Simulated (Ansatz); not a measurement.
**Geometry relaxation of BN**

The run: geometry relaxation of BN (F-43m, 2 atoms in the cell). Method and program: DFT r2SCAN, scalar-relativistic, plane waves, PAW, no spin polarisation (Ansatz 0.2.0).

The structure derives from an entry of the Crystallography Open Database.

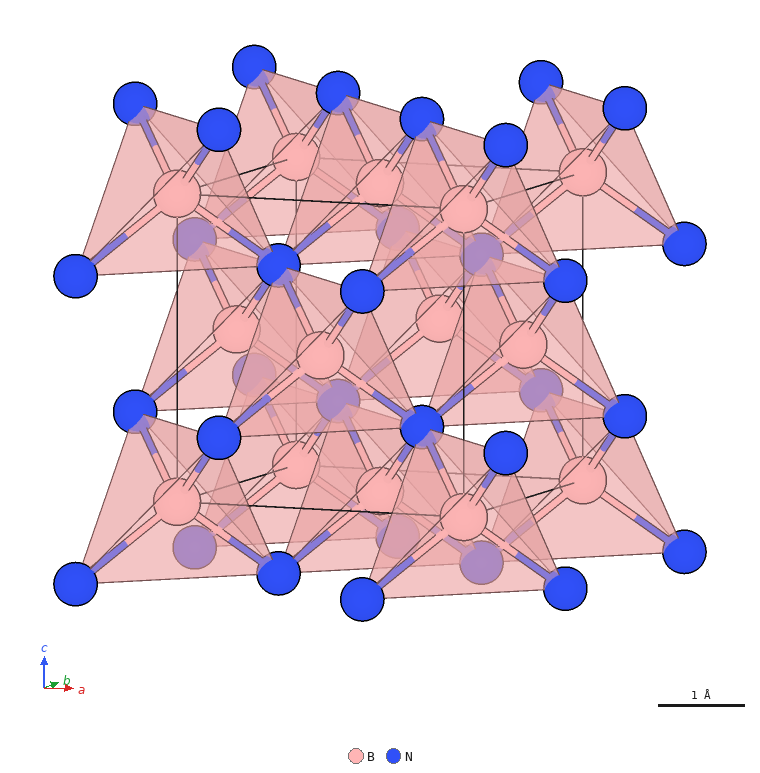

Figure 1. The structure as given in the input (polyhedral view of the cell 4 times as large as that of the calculation, set on its symmetry axes, seen slightly off an axis; polyhedra are completed across the faces of the cell).

Input:
```yaml
crystal:
  lattice:
    - [0.0, 1.8075, 1.8075]
    - [1.8075, 0.0, 1.8075]
    - [1.8075, 1.8075, 0.0]
  atoms:
    - { symbol: B, position: [0.0, 0.0, 0.0] }
    - { symbol: "N", position: [0.25, 0.25, 0.25] }
basis:
  ecutwfc: 500
kpoints:
  mp_grid: { grid: [12, 12, 12] }
hamiltonian:
  xc: r2scan
scf:
  occupations: { method: gaussian, width: 0.02 }
output:
  forces: true
  stress: true
  eigenvalues: true
  write_density: true
  write_potential: true
  elf: true
  volumetric_format: npy
relax:
  adjacent_minimum: "off"
  f_tol: 0.005
  max_steps: 80
  cell: { stress_tol: 0.05 }
```

Run on 1 thread of Intel Xeon @ 2.50GHz (Skylake/Cascade Lake), 189 GiB of memory available, shared host.

Launch command:
```bash
ansatz run input.yaml --threads 1 --pin off --max-ram 2560MiB --backend cpu --events-out ev --progress --plain --runs-dir out
```

Output:
```
Engine: ansatz 0.2.0, x86_64-unknown-linux-gnu
Pseudopotentials: kind: paw
Pseudopotential: B, paw, valence charge 3, recommended cutoff 500 eV (meta_gga), B.paw.azcp
Pseudopotential: N, paw, valence charge 5, recommended cutoff 500 eV (meta_gga), N.paw.azcp
Functional definition: r2SCAN
  parameter k0 = 0.174
  parameter k1 = 0.065
  parameter a1 = 4.9479
  exchange = r2scan_x(k0 = k0, k1 = k1, a1 = a1)
  correlation = r2scan_c
Crystal: 2 atoms, lattice volume = 11.810 Å³
Basis set: ecut = 500 eV, 307 PW (Γ), exchange–correlation on 80×80×80 points (64 copies of the dense FFT grid, shifted against one another)
Bands: 8, of which v1, the nominal top of the filled ones, is band 4 counted from 1 (3 counted from 0)
Symmetry: 24 space group operations
Space group: F-43m (ITA 216), of the structure as read, at distance tolerance 2.3e-5 Å
k-points: 72 of 1728 (time reversal used)
Non-local potential: B, projectors of the file, l = 0: 2, l = 1: 2, l = 2: 1
Non-local potential: N, projectors of the file, l = 0: 2, l = 1: 2, l = 2: 1
PAW form: soft (Blöchl's): semilocal exchange-correlation on the pseudo side does not see the compensation charge
PAW frozen core: B, regenerated for the run's functional (the file was generated under x = pbe(κ = 0.804, μ = 0.2195149727645171), c = pbe(β = 0.06672455060314922))
PAW frozen core: N, regenerated for the run's functional (the file was generated under x = pbe(κ = 0.804, μ = 0.2195149727645171), c = pbe(β = 0.06672455060314922))
PAW one-centre angular grid: B, 302 points (default); XC on 160 Gauss nodes
PAW one-centre angular grid: N, 302 points (default); XC on 160 Gauss nodes
Initial density: superposition of atomic densities (neutral atoms: chi_scale 0, normalization atom), corrected by the library's trained network
Initial wavefunctions: pseudopotential atomic-orbital guess
Functional: x = r2scan, c = r2scan; τ floored in thin density (d = 2e-4 eV/Å³)
SCF iter   1: F=—  HF=-543.914581 eV  |F-HF|=—  |Δ(HF+E_count)|=         —  Δρ=1.17e-2  dr2=1.24e-2  dr2_τ=3.25e-1  ethr=1.77e-3  ⟨swp⟩=4.8  Hψ=3924  notcnv=0
preconditioner: auto → none  [insulator: Δε(μ)=4.942 eV  Ē_g=21.315 eV  σ=0.020 eV  W_gap=1.00  n_scr=0 (ndim 8)  ℏωp=30.6 eV  f_vac=0.000  D(μ)=0.00/eV (n_scr^D=0)  ε∞_Penn≈3.1]
SCF iter   2: F=—  HF=-544.006075 eV  |F-HF|=—  |Δ(HF+E_count)|=   9.15e-2  Δρ=6.52e-3  dr2=1.84e-3  dr2_τ=2.34e-4  ethr=1.55e-4  ⟨swp⟩=2.0  Hψ=1730  notcnv=0
SCF iter   3: F=—  HF=-544.006326 eV  |F-HF|=—  |Δ(HF+E_count)|=   2.51e-4  Δρ=1.64e-3  dr2=1.17e-4  dr2_τ=2.94e-5  ethr=2.30e-5  ⟨swp⟩=2.9  Hψ=1018  notcnv=0
SCF iter   4: F=—  HF=-544.006341 eV  |F-HF|=—  |Δ(HF+E_count)|=   1.52e-5  Δρ=1.65e-4  dr2=1.72e-6  dr2_τ=1.82e-7  ethr=1.46e-6  ⟨swp⟩=2.0  Hψ=863  notcnv=0
SCF iter   5: F=—  HF=-544.006343 eV  |F-HF|=—  |Δ(HF+E_count)|=   1.41e-6  Δρ=6.38e-5  dr2=3.91e-7  dr2_τ=1.77e-8  ethr=2.15e-8  ⟨swp⟩=2.6  Hψ=863  notcnv=0
SCF iter   6: F=-544.006343 eV  HF=-544.006343 eV  |F-HF|=2.85e-9  |Δ(HF+E_count)|=   8.40e-9  Δρ=1.12e-5  dr2=1.07e-8  dr2_τ=2.53e-10  ethr=1.25e-9  ⟨swp⟩=8.9  Hψ=3968  notcnv=0
SCF 1 converged in 6 iterations: F = -544.006343 eV  dr2 = 1.07e-8
  greatest PAW one-centre occupation: 0.796 electrons in one spin orbital (limit 2), on the N atom at site 1 (counted from 0), in its partial waves of l = 0
relax step   1: F+E_penalty+E_count = -544.00634276 eV  Δ(F+E_penalty+E_count) = +0.000e0 eV  max|allowed force component| = 3.932e-16 eV/Å  Δτ_max = 0.0000 Å  P = -1.700 GPa  Ω = 11.810 Å³  (6 SCF iters, dr2 threshold 1.00e-7 eV, accepted)
Crystal: 2 atoms, lattice volume = 11.780 Å³
Initial density: handed on by an earlier stage of this run
Initial wavefunctions: those handed on with the density
iter 1 solved again at ethr=4.72e-7 eV; its pass at ethr=3.10e-3 eV (dr2=3.77e-5 eV) is discarded
SCF iter   1: F=—  HF=-544.006557 eV  |F-HF|=—  |Δ(HF+E_count)|=         —  Δρ=5.93e-4  dr2=3.62e-5  dr2_τ=4.21e-5  ethr=4.72e-7  ⟨swp⟩=1.0  Hψ=4231  notcnv=0
preconditioner: auto → none  [insulator: Δε(μ)=5.003 eV  Ē_g=21.322 eV  σ=0.020 eV  W_gap=1.00  n_scr=0 (ndim 8)  ℏωp=30.6 eV  f_vac=0.000  D(μ)=0.00/eV (n_scr^D=0)  ε∞_Penn≈3.1]
SCF iter   2: F=—  HF=-544.006583 eV  |F-HF|=—  |Δ(HF+E_count)|=   2.53e-5  Δρ=2.21e-4  dr2=4.42e-6  dr2_τ=7.54e-7  ethr=4.53e-7  ⟨swp⟩=2.6  Hψ=853  notcnv=0
SCF iter   3: F=—  HF=-544.006583 eV  |F-HF|=—  |Δ(HF+E_count)|=   1.62e-7  Δρ=6.21e-5  dr2=3.93e-7  dr2_τ=8.33e-8  ethr=5.52e-8  ⟨swp⟩=1.0  Hψ=578  notcnv=0
SCF iter   4: F=-544.006583 eV  HF=-544.006583 eV  |F-HF|=2.29e-9  |Δ(HF+E_count)|=   2.22e-8  Δρ=1.40e-5  dr2=9.13e-9  dr2_τ=1.51e-9  ethr=2.50e-9  ⟨swp⟩=9.0  Hψ=4019  notcnv=0
SCF 2 converged in 4 iterations: F = -544.006583 eV  dr2 = 9.13e-9
relax step   2: F+E_penalty+E_count = -544.00658260 eV  Δ(F+E_penalty+E_count) = -2.398e-4 eV  max|allowed force component| = 2.226e-17 eV/Å  Δτ_max = 0.0000 Å  P = -0.707 GPa  Ω = 11.780 Å³  energy of the carried Pulay correction = +1.301e-5 eV  (4 SCF iters, dr2 threshold 2.00e-7 eV, accepted)
Crystal: 2 atoms, lattice volume = 11.759 Å³
iter 1 solved again at ethr=2.28e-7 eV; its pass at ethr=3.10e-3 eV (dr2=1.83e-5 eV) is discarded
SCF iter   1: F=—  HF=-544.006626 eV  |F-HF|=—  |Δ(HF+E_count)|=         —  Δρ=4.11e-4  dr2=1.75e-5  dr2_τ=2.12e-5  ethr=2.28e-7  ⟨swp⟩=1.0  Hψ=4233  notcnv=0
preconditioner: auto → none  [insulator: Δε(μ)=5.005 eV  Ē_g=21.349 eV  σ=0.020 eV  W_gap=1.00  n_scr=0 (ndim 8)  ℏωp=30.6 eV  f_vac=0.000  D(μ)=0.00/eV (n_scr^D=0)  ε∞_Penn≈3.1]
SCF iter   2: F=—  HF=-544.006639 eV  |F-HF|=—  |Δ(HF+E_count)|=   1.31e-5  Δρ=1.57e-4  dr2=2.23e-6  dr2_τ=3.54e-7  ethr=2.19e-7  ⟨swp⟩=2.5  Hψ=851  notcnv=0
SCF iter   3: F=-544.006639 eV  HF=-544.006639 eV  |F-HF|=4.57e-8  |Δ(HF+E_count)|=   6.08e-8  Δρ=4.30e-5  dr2=1.89e-7  dr2_τ=4.19e-8  ethr=2.50e-9  ⟨swp⟩=6.7  Hψ=3164  notcnv=0
SCF 3 converged in 3 iterations: F = -544.006639 eV  dr2 = 1.89e-7
  greatest PAW one-centre occupation: 0.797 electrons in one spin orbital (limit 2), on the N atom at site 1 (counted from 0), in its partial waves of l = 0
relax step   3: F+E_penalty+E_count = -544.00663909 eV  Δ(F+E_penalty+E_count) = -5.649e-5 eV  max|allowed force component| = 1.758e-16 eV/Å  Δτ_max = 0.0000 Å  P = +0.000 GPa  Ω = 11.759 Å³  energy of the carried Pulay correction = +2.226e-5 eV  (3 SCF iters, dr2 threshold 2.00e-7 eV, accepted)
Initial wavefunctions: pseudopotential atomic-orbital guess (no wavefunctions were taken with the density)
iter 1 solved again at ethr=7.32e-9 eV; its pass at ethr=3.10e-3 eV (dr2=5.86e-7 eV) is discarded
SCF iter   1: F=—  HF=-544.006617 eV  |F-HF|=—  |Δ(HF+E_count)|=         —  Δρ=4.35e-5  dr2=1.88e-7  dr2_τ=5.14e-8  ethr=7.32e-9  ⟨swp⟩=3.0  Hψ=5714  notcnv=0
preconditioner: auto → none  [insulator: Δε(μ)=5.003 eV  Ē_g=21.348 eV  σ=0.020 eV  W_gap=1.00  n_scr=0 (ndim 8)  ℏωp=30.6 eV  f_vac=0.000  D(μ)=0.00/eV (n_scr^D=0)  ε∞_Penn≈3.1]
SCF iter   2: F=—  HF=-544.006617 eV  |F-HF|=—  |Δ(HF+E_count)|=   8.28e-9  Δρ=2.12e-5  dr2=2.74e-8  dr2_τ=7.60e-9  ethr=2.36e-9  ⟨swp⟩=2.1  Hψ=864  notcnv=0
SCF iter   3: F=—  HF=-544.006617 eV  |F-HF|=—  |Δ(HF+E_count)|=   7.31e-9  Δρ=7.01e-6  dr2=4.10e-9  dr2_τ=7.04e-10  ethr=3.43e-10  ⟨swp⟩=1.6  Hψ=682  notcnv=0
SCF iter   4: F=—  HF=-544.006617 eV  |F-HF|=—  |Δ(HF+E_count)|=  9.31e-10  Δρ=1.11e-6  dr2=4.53e-11  dr2_τ=9.31e-12  ethr=5.13e-11  ⟨swp⟩=2.3  Hψ=861  notcnv=0
SCF iter   5: F=-544.006617 eV  HF=-544.006617 eV  |F-HF|=1.14e-13  |Δ(HF+E_count)|=  3.17e-11  Δρ=2.43e-8  dr2=1.79e-14  dr2_τ=1.24e-14  ethr=1.00e-12  ⟨swp⟩=5.0  Hψ=2008  notcnv=0
SCF 4 converged in 5 iterations: F = -544.006617 eV  dr2 = 1.79e-14
relax step   4: F+E_penalty+E_count = -544.00661651 eV  Δ(F+E_penalty+E_count) = +2.258e-5 eV  max|allowed force component| = 2.082e-16 eV/Å  Δτ_max = 0.0000 Å  P = +0.003 GPa  Ω = 11.759 Å³  stress off target by 2.59e-3 GPa  SCF on the basis re-selected at this cell (its energy is not comparable with the rows above)  (5 SCF iters)
```

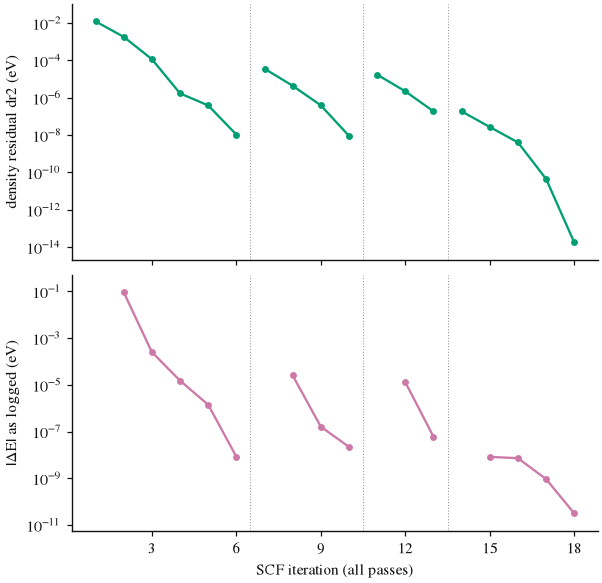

Figure 2. Convergence of the self-consistent field: density residual dr2 and size of the energy change against the SCF iteration. The dotted lines part the SCF passes of the relaxation: geometry steps, rejected trials and re-solves on a re-selected basis. The passes take 6, 4, 3 and 5 iterations.

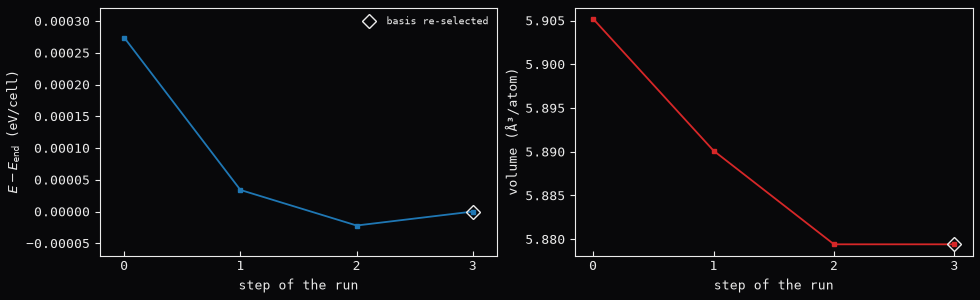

Figure 3. Progress of the relaxation, step by step (the first geometry is step 0 here and step 1 in the log). The energy falls by 0.3 meV per cell of the calculation in 2 geometry steps. All forces vanish by symmetry, so only the cell relaxes. The pressure goes from −1.70 to 0.00 GPa. No atom moves by more than 0.005 Å relative to the cell. Cell: a = b = c 3.615 → 3.610 Å (−0.1 %). Volume −0.4 %. The space group stays F-43m (No. 216). A last SCF at the same geometry on a re-selected plane-wave basis shifts the energy by +0.0 meV per cell of the calculation.

```
basis re-selected at this cell: Δ(F+E_penalty+E_count) = +2.258e-5 eV, ΔP = +0.002 GPa vs the last step (what re-selecting the basis moved, of the pressure what is left beyond the Pulay correction that the steps carried, after the strain that the cell walked since its last selection, with what the two solves' SCF thresholds leave and, on support functions, any second-order correction that the steps lacked; it is no measure of the basis error at this ecutwfc). This SCF's stress stands 2.59e-3 GPa from its target on what of the cell is left free (relax.cell.stress_tol is 5.00e-2 GPa) and its largest allowed force component is 2.08e-16 eV/Å (relax.f_tol is 5.00e-3 eV/Å): within both
SCF converged after 5 iterations
Free energy (F): -544.006617 eV
Harris-Foulkes:  -544.006617 eV  (|F-HF|=1.14e-13)
Internal energy: -544.006617 eV  (E = F + TS)
E sigma→0 (E₀):  -544.006617 eV
Fermi energy:    13.580893 eV
--- Per-component energies (eV) ---
  E_band       = 22.323674
  E_kinetic    = 186.165516
  E_local      = -174.777833  (includes V_loc(G=0)·N_el)
  E_nonlocal   = 55.886388
  E_hartree    = 49.522752
  E_xc         = -92.366012
  E_vxc        = -127.840025  (∫ρ·V_xc dr)
  E_paw        = -209.481603  (= ΣΔE_a)
  E_vpaw       = -23.156398  (= ΣTr[D̂ρ^β])
  E_aug_tail   = 0.000018  (compensation charges beyond the density's cutoff)
  E_vtau       = 7.000504  (kinetic-family band-sum trace: ∫τ·v_τ [+ j·A + Jᵃ·Aᵃ] dr)
  E_ewald      = -358.907835
  E_core_change = -0.048007  (= ΣΔE_core)
  E_smearing   = -0.000000  (= −TS)
  E_closure    = 0.000000  (closes the sum)
  Σ components = -544.006617   (vs F -544.006617, Δ=0.00e0)
--- Forces (eV/Å), atoms counted from 1 ---
  atom   1  B      0.00000000    -0.00000000    -0.00000000
  atom   2  N     -0.00000000    -0.00000000     0.00000000
  max |Σ_I F_I| component: 3.78e-16 eV/Å
--- Stress (GPa, compression-positive) ---
        0.002587      -0.000000      -0.000000
       -0.000000       0.002587      -0.000000
       -0.000000       0.000000       0.002587
  P = ⅓ Tr σ = 0.0026 GPa (0.026 kbar)
--- Band table (eV; the first three rows and the last of 72) ---
  k-point 0: bands = ["-10.2595", "11.0795", "11.0795", "11.0795", "20.6663", "20.6663", "20.6663", "22.1738"]
  k-point 1: bands = ["-10.0840", "10.1254", "10.8930", "10.8930", "20.8812", "20.9544", "20.9544", "22.7734"]
  k-point 2: bands = ["-9.5646", "7.9268", "10.4374", "10.4374", "21.1833", "21.6242", "21.6242", "24.2110"]
  k-point 71: bands = ["-4.2281", "3.0920", "3.8450", "4.3772", "21.4466", "25.3921", "26.5883", "26.7137"]
--- Relaxed structure (3 steps of the walk, 3 accepted, 1 SCFs on fresh bases) ---
  F+E_penalty+E_count = -544.00661651 eV   max|allowed force component| = 2.082e-16 eV/Å   (the final SCF, on the basis selected at the relaxed cell)
  cell:  # Å, volume = 11.7588 Å³
    - [1.686249682136384e-33, 1.804865181349575, 1.804865181349575]
    - [1.804865181349575, -8.359594741469329e-34, 1.804865181349575]
    - [1.804865181349575, 1.804865181349575, 1.5031347497041992e-33]
  atoms:
    - { symbol: B, position: [3.995705278811696e-35, -1.0211246823629883e-34, 6.659508798019483e-35] }
    - { symbol: N, position: [0.24999999999999997, 0.24999999999999997, 0.24999999999999997] }
```

Trajectory as extended XYZ (Å, eV, eV/Å), 4 frames, from step=1 to step=4:
```
2
Lattice="0.0000 1.8075 1.8075 1.8075 0.0000 1.8075 1.8075 1.8075 0.0000" Properties=species:S:1:pos:R:3:forces:R:3 step=1 energy=-544.00634 pressure_GPa=-1.70
B     0.0000    0.0000    0.0000    0.0000   0.0000   0.0000
N     0.9038    0.9038    0.9038    0.0000   0.0000   0.0000
2
Lattice="0.0000 1.8060 1.8060 1.8060 0.0000 1.8060 1.8060 1.8060 0.0000" Properties=species:S:1:pos:R:3:forces:R:3 step=2 energy=-544.00658 pressure_GPa=-0.71
B     0.0000    0.0000    0.0000    0.0000   0.0000   0.0000
N     0.9030    0.9030    0.9030    0.0000   0.0000   0.0000
2
Lattice="0.0000 1.8049 1.8049 1.8049 0.0000 1.8049 1.8049 1.8049 0.0000" Properties=species:S:1:pos:R:3:forces:R:3 step=3 energy=-544.00664 pressure_GPa=0.00
B     0.0000    0.0000    0.0000    0.0000   0.0000   0.0000
N     0.9024    0.9024    0.9024    0.0000   0.0000   0.0000
2
Lattice="0.0000 1.8049 1.8049 1.8049 0.0000 1.8049 1.8049 1.8049 0.0000" Properties=species:S:1:pos:R:3:forces:R:3 step=4 energy=-544.00662 pressure_GPa=0.00
B     0.0000    0.0000    0.0000    0.0000   0.0000   0.0000
N     0.9024    0.9024    0.9024    0.0000   0.0000   0.0000
```

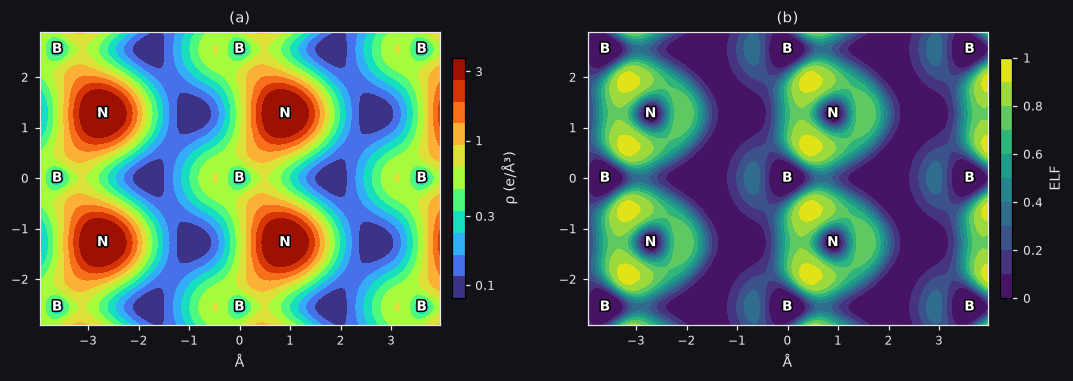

Figure 4. (a) valence charge density (pseudo); (b) electron localisation function on the (101) plane of the conventional cell. The plane passes through B and N nuclei. Away from the nuclei the density in this plane falls to 0.08 e/Å³ at its lowest. Core electrons are frozen (PAW), so the fields are smoothed inside the atomic spheres.

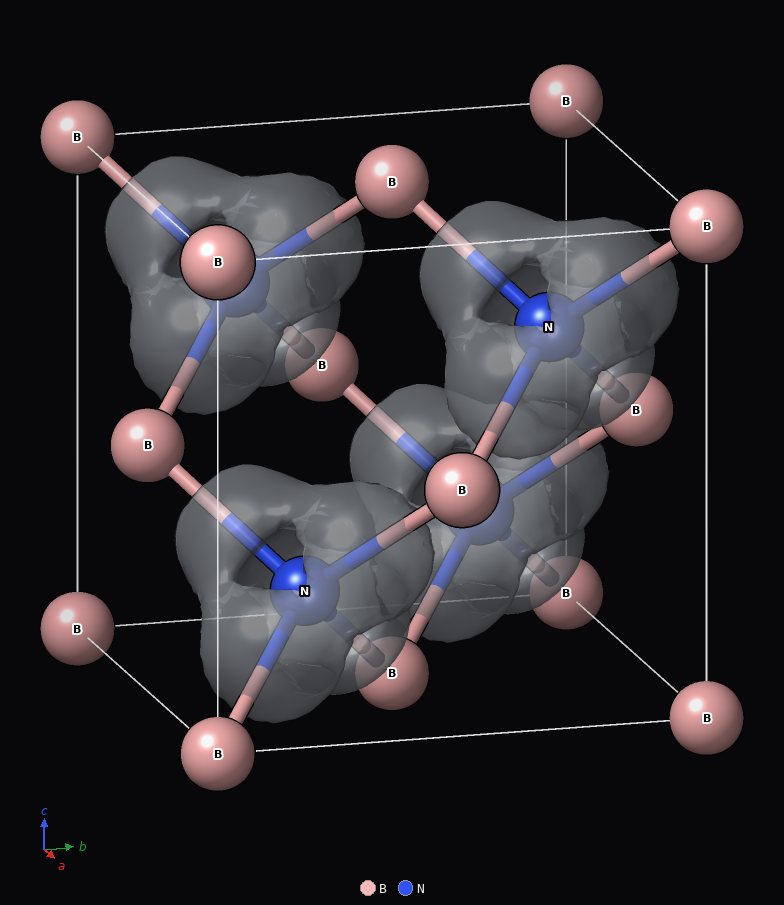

Figure 5. Isosurface of the ELF at 0.75 (grey), seen slightly off an axis. Only the valence region is drawn (cores and ρ < 0.01 e/Å³ removed). Sticks mark near contacts. The outline is the cell set on symmetry axes. Along the contacts the grid gives the following. B–N (1.56 Å): the ELF peaks at about 0.95 between the atoms (a shared but strongly polarised pair).

Summary:

| quantity | value |
| --- | --- |
| outcome | converged |
| space group (tolerance 0.01 Å) | F-43m (216) |
| electrons treated | 8 |
| free energy | −544.0066 eV |
| Fermi energy | 13.581 eV |
| gap on the k-point mesh | 5.00 eV |
| pressure | 0.00 GPa |
| final volume | 11.76 Å³ |
| largest force (length of the vector) at the end | under 0.001 eV/Å |
| final cell | a = 2.552 Å, b = 2.552 Å, c = 2.552 Å, α = 60.00°, β = 60.00°, γ = 60.00° |
| wall time | 29 s (CPU time 17 s; the host was busy) |
| peak memory | 0.34 GiB |
